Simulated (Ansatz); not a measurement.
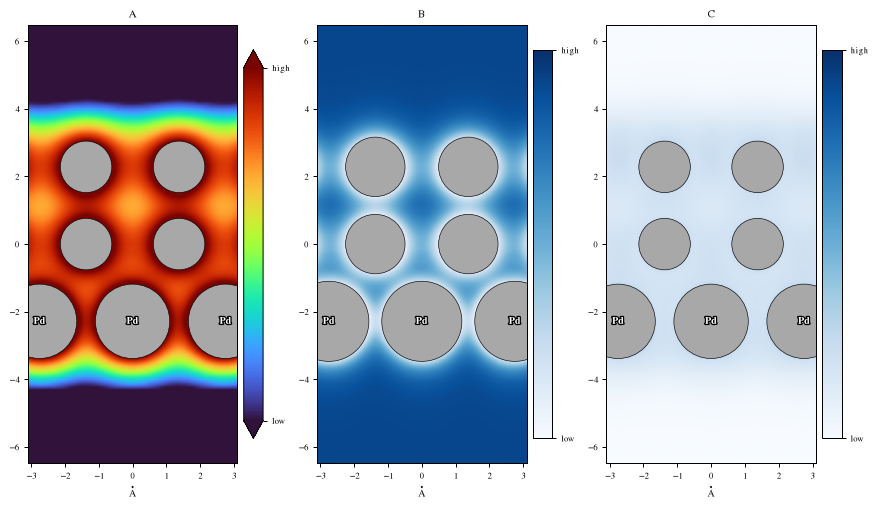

Pd (slab): 3 fields on the (100) plane of the calculation cell, a cut from vacuum to vacuum, with unlabelled colour scales. Grey discs cover the atomic cores.

All numbers below come from Ansatz 0.2.0, DFT PBE+D3(BJ), scalar-relativistic, plane waves, PAW.

### Which field does each panel show? The fields are: electron localisation function, electrostatic potential energy of an electron and valence pseudo-density.

Panel A: valence pseudo-density. Panel B: electrostatic potential energy of an electron (low next to the atoms, rising into the space between them). Panel C: electron localisation function. From the grid: Pd–Pd (2.75 Å): ρ at the midpoint is about 0.29 e/Å³; the ELF is about 0.20 at the midpoint; no shared electron pair shows on this line.
